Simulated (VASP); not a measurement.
## Band-structure run of SrTiO₃ (part 1 of 2)

The run: band-structure run of SrTiO₃ (P4/mmm, 5 atoms in the cell). Method and program: Kohn-Sham DFT of a periodic cell, LDA, VASP PAW LDA potentials, recommended, no spin polarisation (VASP 6.6.1).

The structure was built on a prototype by a generator; it need not be a known phase. The run did not end well.

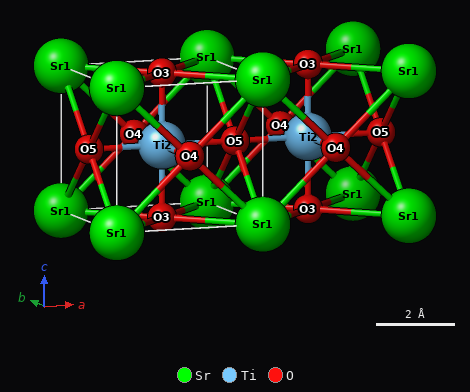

The structure as given in the input (ball-and-stick view of the cell of the calculation, repeated 2 × 1 × 1, seen slightly off an axis; atoms are numbered from 1 in the order of the input).

**INCAR**
```
PREC     = Accurate       # precision mode
ENCUT    = 520            # plane-wave cutoff, eV
EDIFF    = 1E-6           # SCF threshold, eV
ISMEAR   = 0              # smearing method
SIGMA    = 0.02           # smearing width, eV
LREAL    = False          # projectors in reciprocal space
LASPH    = True           # aspherical terms in the spheres
NELM     = 60             # most SCF steps
ALGO     = Fast           # electronic algorithm
ISIF     = 2              # what is computed and relaxed
LWAVE    = False          # write WAVECAR
LCHARG   = True           # write CHGCAR
LMAXMIX  = 4              # l up to which the mixer works
NBANDS   = 28             # bands
```

**KPOINTS**
```
Automatic mesh
0
Gamma
  8 8 8
```

**POSCAR**
```
SrTiO3                                  
1.0
    4.0280833650      0.0000000000      0.0000000000
    0.0000000000      4.0280833650      0.0000000000
    0.0000000000      0.0000000000      3.7761098331
  Sr              Ti              O             
     1     1     3
Direct
     0.0000000000000000    0.0000000000000000    0.0000000000000000
     0.5000000000000000    0.5000000000000000    0.5000000000000000
     0.5000000000000000    0.5000000000000000    0.0000000000000000
     0.5000000000000000    0.0000000000000000    0.5000000000000000
     0.0000000000000000    0.5000000000000000    0.5000000000000000
```

Run on 1 thread of Intel Xeon (Emerald Rapids), 450 GiB of memory available, shared host.

Run as:
```bash
cat potpaw_LDA.64/Sr_sv/POTCAR potpaw_LDA.64/Ti_sv/POTCAR potpaw_LDA.64/O/POTCAR > POTCAR
mpirun -np 1 vasp_std > vasp.out
```

**OSZICAR**
```
N       E                     dE             d eps       ncg     rms          rms(c)
DAV:   1     0.422621019459E+03    0.42262E+03   -0.21409E+04  4200   0.158E+03
DAV:   2    -0.947583722822E+01   -0.43210E+03   -0.41320E+03  4740   0.435E+02
DAV:   3    -0.520228749861E+02   -0.42547E+02   -0.42202E+02  5808   0.133E+02
DAV:   4    -0.540298842204E+02   -0.20070E+01   -0.20027E+01  6376   0.249E+01
DAV:   5    -0.540813864121E+02   -0.51502E-01   -0.51493E-01  5892   0.327E+00    0.265E+01
RMM:   6    -0.442278962121E+02    0.98535E+01   -0.42143E+01  5512   0.372E+01    0.130E+01
RMM:   7    -0.438661356870E+02    0.36176E+00   -0.34788E+00  5705   0.131E+01    0.101E+01
RMM:   8    -0.440050416285E+02   -0.13891E+00   -0.27871E+00  6397   0.971E+00    0.391E+00
RMM:   9    -0.439057433456E+02    0.99298E-01   -0.73407E-01  6333   0.522E+00    0.187E+00
RMM:  10    -0.439188226510E+02   -0.13079E-01   -0.31281E-01  6737   0.251E+00    0.104E+00
RMM:  11    -0.439304393048E+02   -0.11617E-01   -0.17468E-01  6397   0.269E+00    0.884E-01
RMM:  12    -0.439221170986E+02    0.83222E-02   -0.65002E-02  6541   0.144E+00    0.129E-01
RMM:  13    -0.439256964859E+02   -0.35794E-02   -0.39296E-02  7404   0.740E-01    0.190E-01
RMM:  14    -0.439268862443E+02   -0.11898E-02   -0.14341E-02  7644   0.478E-01    0.189E-01
RMM:  15    -0.439280689059E+02   -0.11827E-02   -0.11713E-02  7501   0.367E-01    0.346E-01
RMM:  16    -0.439283132387E+02   -0.24433E-03   -0.73053E-03  6879   0.439E-01    0.745E-02
RMM:  17    -0.439287432944E+02   -0.43006E-03   -0.51745E-03  7407   0.292E-01    0.572E-02
RMM:  18    -0.439290418459E+02   -0.29855E-03   -0.35848E-03  7406   0.191E-01    0.387E-02
RMM:  19    -0.439293006913E+02   -0.25885E-03   -0.32099E-03  7128   0.175E-01    0.230E-02
RMM:  20    -0.439294984903E+02   -0.19780E-03   -0.24242E-03  7085   0.151E-01    0.112E-02
RMM:  21    -0.439296682025E+02   -0.16971E-03   -0.20606E-03  6749   0.130E-01    0.192E-02
RMM:  22    -0.439298059688E+02   -0.13777E-03   -0.16881E-03  6404   0.117E-01    0.206E-02
RMM:  23    -0.439299217349E+02   -0.11577E-03   -0.14271E-03  5924   0.107E-01    0.246E-02
RMM:  24    -0.439300203141E+02   -0.98579E-04   -0.12256E-03  5883   0.999E-02    0.258E-02
RMM:  25    -0.439301009478E+02   -0.80634E-04   -0.10193E-03  5703   0.944E-02    0.260E-02
RMM:  26    -0.439301742638E+02   -0.73316E-04   -0.91519E-04  5628   0.881E-02    0.286E-02
RMM:  27    -0.439302306817E+02   -0.56418E-04   -0.74655E-04  5981   0.858E-02    0.259E-02
RMM:  28    -0.439302870931E+02   -0.56411E-04   -0.70461E-04  5051   0.774E-02    0.289E-02
RMM:  29    -0.439303303869E+02   -0.43294E-04   -0.56335E-04  5195   0.739E-02    0.306E-02
RMM:  30    -0.439303743314E+02   -0.43945E-04   -0.55740E-04  4879   0.692E-02    0.321E-02
RMM:  31    -0.439304068370E+02   -0.32506E-04   -0.43456E-04  4700   0.665E-02    0.330E-02
RMM:  32    -0.439304422424E+02   -0.35405E-04   -0.45192E-04  4889   0.632E-02    0.346E-02
RMM:  33    -0.439304674504E+02   -0.25208E-04   -0.34348E-04  4505   0.606E-02    0.357E-02
RMM:  34    -0.439304962405E+02   -0.28790E-04   -0.37411E-04  4480   0.577E-02    0.361E-02
RMM:  35    -0.439305160472E+02   -0.19807E-04   -0.27634E-04  4393   0.559E-02    0.369E-02
RMM:  36    -0.439305403421E+02   -0.24295E-04   -0.31574E-04  4257   0.531E-02    0.378E-02
RMM:  37    -0.439305561764E+02   -0.15834E-04   -0.22662E-04  4385   0.518E-02    0.383E-02
RMM:  38    -0.439305766946E+02   -0.20518E-04   -0.27065E-04  4602   0.494E-02    0.386E-02
RMM:  39    -0.439305896461E+02   -0.12952E-04   -0.18883E-04  4250   0.480E-02    0.391E-02
RMM:  40    -0.439306076252E+02   -0.17979E-04   -0.23493E-04  4210   0.459E-02    0.401E-02
RMM:  41    -0.439306183400E+02   -0.10715E-04   -0.16014E-04  4155   0.448E-02    0.404E-02
RMM:  42    -0.439306337997E+02   -0.15460E-04   -0.20576E-04  4205   0.430E-02    0.409E-02
RMM:  43    -0.439306427737E+02   -0.89740E-05   -0.13823E-04  4883   0.428E-02    0.412E-02
RMM:  44    -0.439306562456E+02   -0.13472E-04   -0.18130E-04  4560   0.405E-02    0.412E-02
RMM:  45    -0.439306640087E+02   -0.77631E-05   -0.12010E-04  4270   0.395E-02    0.414E-02
RMM:  46    -0.439306760481E+02   -0.12039E-04   -0.16139E-04  4140   0.379E-02    0.418E-02
RMM:  47    -0.439306827426E+02   -0.66945E-05   -0.10576E-04  4425   0.374E-02    0.418E-02
RMM:  48    -0.439306934781E+02   -0.10735E-04   -0.14437E-04  4024   0.356E-02    0.422E-02
RMM:  49    -0.439306993269E+02   -0.58489E-05   -0.93759E-05  4105   0.351E-02    0.422E-02
RMM:  50    -0.439307091636E+02   -0.98367E-05   -0.12998E-04  4039   0.337E-02    0.429E-02
RMM:  51    -0.439307141803E+02   -0.50167E-05   -0.83973E-05  4125   0.332E-02    0.427E-02
RMM:  52    -0.439307227666E+02   -0.85863E-05   -0.11678E-04  4131   0.320E-02    0.428E-02
RMM:  53    -0.439307272956E+02   -0.45290E-05   -0.75811E-05  4483   0.320E-02    0.419E-02
RMM:  54    -0.439307341504E+02   -0.68548E-05   -0.10581E-04  4876   0.330E-02    0.379E-02
RMM:  55    -0.439307379668E+02   -0.38164E-05   -0.68495E-05  4660   0.321E-02    0.354E-02
RMM:  56    -0.439307446907E+02   -0.67239E-05   -0.95981E-05  4835   0.311E-02    0.337E-02
RMM:  57    -0.439307490853E+02   -0.43946E-05   -0.62075E-05  4541   0.290E-02    0.352E-02
RMM:  58    -0.439307556742E+02   -0.65889E-05   -0.86075E-05  4489   0.275E-02    0.360E-02
RMM:  59    -0.439307591778E+02   -0.35036E-05   -0.56669E-05  3910   0.265E-02    0.364E-02
RMM:  60    -0.439307647037E+02   -0.55259E-05   -0.76628E-05  3960   0.259E-02
   1 F= -.43930765E+02 E0= -.43930765E+02  d E =-.418103E-60
```

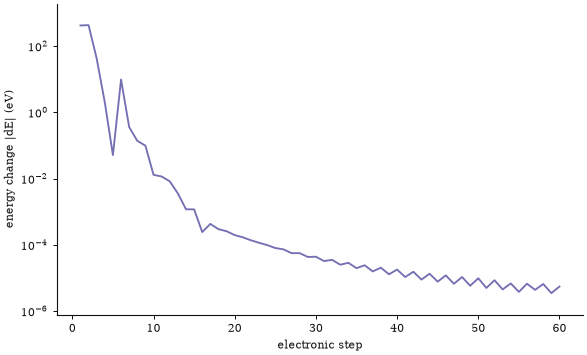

Convergence of the self-consistent field: energy change |dE| against the electronic step. It takes 60 electronic steps. The density is held fixed in the first few steps, and dE rises again when its update begins.

**Parts of OUTCAR**
```
PREC = Accurate
   ENCUT = 520
   EDIFF = 1E-6
   ISMEAR = 0
   LREAL = False
   LASPH = True
   NELM = 60
   ISIF = 2

 ion  position               nearest neighbor table
   1  0.000  0.000  0.000-   4 2.76   5 2.76   4 2.76   5 2.76   5 2.76   5 2.76   4 2.76   4 2.76
                             3 2.85   3 2.85   3 2.85   3 2.85   2 3.42   2 3.42   2 3.42   2 3.42
   2  0.500  0.500  0.500-   3 1.89   3 1.89   5 2.01   4 2.01   4 2.01   5 2.01   1 3.42   1 3.42
                             1 3.42   1 3.42   1 3.42   1 3.42   1 3.42   1 3.42
   3  0.500  0.500  0.000-   2 1.89   2 1.89   1 2.85   1 2.85   1 2.85   1 2.85
   4  0.500  0.000  0.500-   2 2.01   2 2.01   1 2.76   1 2.76   1 2.76   1 2.76
   5  0.000  0.500  0.500-   2 2.01   2 2.01   1 2.76   1 2.76   1 2.76   1 2.76

  LATTYP: Found a simple tetragonal cell.
 ALAT       =     4.0280833650
 C/A-ratio  =     0.9374458001

  Lattice vectors:

 A1 = (   4.0280833650,   0.0000000000,   0.0000000000)
 A2 = (   0.0000000000,   4.0280833650,   0.0000000000)
 A3 = (   0.0000000000,   0.0000000000,   3.7761098331)

Analysis of symmetry for initial positions (statically):
=====================================================================
 Subroutine PRICEL returns:
 Original cell was already a primitive cell.

 Routine SETGRP: Setting up the symmetry group for a
 simple tetragonal supercell.

 Subroutine GETGRP returns: Found 16 space group operations
 (whereof 16 operations were pure point group operations)
 out of a pool of 16 trial point group operations.

The static configuration has the point symmetry D_4h.

Analysis of symmetry for dynamics (positions and initial velocities):
=====================================================================
 Subroutine PRICEL returns:
 Original cell was already a primitive cell.

 Routine SETGRP: Setting up the symmetry group for a
 simple tetragonal supercell.

 Subroutine GETGRP returns: Found 16 space group operations
 (whereof 16 operations were pure point group operations)
 out of a pool of 16 trial point group operations.

The dynamic configuration has the point symmetry D_4h.

 Subroutine INISYM returns: Found 16 space group operations
 (whereof 16 operations are pure point group operations),
 and found     1 'primitive' translations

----------------------------------------------------------------------------------------

                                     Primitive cell

  volume of cell :      61.2691

  direct lattice vectors                    reciprocal lattice vectors
     4.028083365  0.000000000  0.000000000     0.248257027  0.000000000  0.000000000
     0.000000000  4.028083365  0.000000000     0.000000000  0.248257027  0.000000000
     0.000000000  0.000000000  3.776109833     0.000000000  0.000000000  0.264822806

  length of vectors
     4.028083365  4.028083365  3.776109833     0.248257027  0.248257027  0.264822806

  position of ions in fractional coordinates (direct lattice)
     0.000000000  0.000000000  0.000000000
     0.500000000  0.500000000  0.500000000
     0.500000000  0.500000000  0.000000000
     0.500000000  0.000000000  0.500000000
     0.000000000  0.500000000  0.500000000

  ion indices of the primitive-cell ions
   primitive index   ion index
                 1           1
                 2           2
                 3           3
                 4           4
                 5           5

----------------------------------------------------------------------------------------

 KPOINTS: Automatic mesh

Automatic generation of k-mesh.
 Grid dimensions read from file:
 generate k-points for:    8    8    8

 Generating k-lattice:

  Cartesian coordinates                     Fractional coordinates (reciprocal lattice)
     0.031032128  0.000000000  0.000000000     0.125000000  0.000000000  0.000000000
     0.000000000  0.031032128  0.000000000     0.000000000  0.125000000  0.000000000
     0.000000000  0.000000000  0.033102851     0.000000000  0.000000000  0.125000000

  Length of vectors
     0.031032128  0.031032128  0.033102851

  Shift w.r.t. Gamma in fractional coordinates (k-lattice)
     0.000000000  0.000000000  0.000000000

 Subroutine IBZKPT returns following result:
 ===========================================

 Found     75 irreducible k-points:

 Following reciprocal coordinates:
            Coordinates               Weight
  0.000000  0.000000  0.000000      1.000000
  0.125000  0.000000  0.000000      4.000000
  0.250000  0.000000  0.000000      4.000000
  0.375000  0.000000  0.000000      4.000000
  0.500000  0.000000  0.000000      2.000000
  0.125000  0.125000  0.000000      4.000000
  0.250000  0.125000  0.000000      8.000000
  0.375000  0.125000  0.000000      8.000000
  0.500000  0.125000  0.000000      4.000000
  0.250000  0.250000  0.000000      4.000000
  0.375000  0.250000  0.000000      8.000000
  0.500000  0.250000  0.000000      4.000000
  0.375000  0.375000  0.000000      4.000000
  0.500000  0.375000  0.000000      4.000000
  0.500000  0.500000  0.000000      1.000000
  0.000000  0.000000  0.125000      2.000000
  0.125000  0.000000  0.125000      8.000000
  0.250000  0.000000  0.125000      8.000000
  0.375000  0.000000  0.125000      8.000000
  0.500000  0.000000  0.125000      4.000000
  0.125000  0.125000  0.125000      8.000000
  0.250000  0.125000  0.125000     16.000000
  0.375000  0.125000  0.125000     16.000000
  0.500000  0.125000  0.125000      8.000000
 [... further k-points ...]
```
